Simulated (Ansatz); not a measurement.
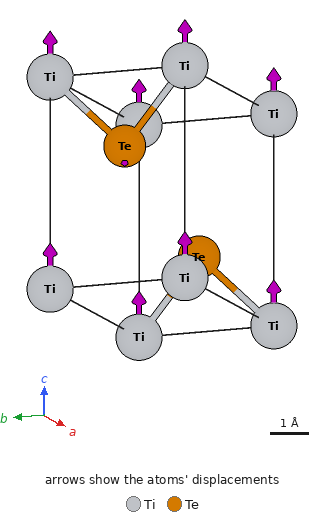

Lattice vibrations of solid TiTe2, space group P-3m1 (No. 164), at the zone centre. The optical levels lie at 100 (×2), 144, 184 (×2), 277 cm⁻¹. One mode is drawn. The purple arrows are the displacements of the atoms (eigenvector over the root of the mass), of arbitrary overall length and sign. The picture is a ball-and-stick view of the cell of the calculation, seen from a free direction.

The calculation used DFT PBEsol, scalar-relativistic, plane waves, PAW (Ansatz 0.2.0). (plane-wave cutoff 420 eV; k-point mesh 12 × 12 × 8; occupations fermi dirac; smearing width 0.15 eV; no spin polarisation)

The frequencies depend somewhat on the k-mesh and the smearing.

> Which of these frequencies is the drawn mode's?

The level at 277 cm⁻¹. This is the A₂u mode, the highest optical level, infrared-active by symmetry. The Ti sublattice moves against the Te sublattice, along c; the kinetic energy is shared as Ti 84 %, Te 16 %. The crystal is a metal, so free carriers screen the infrared response.
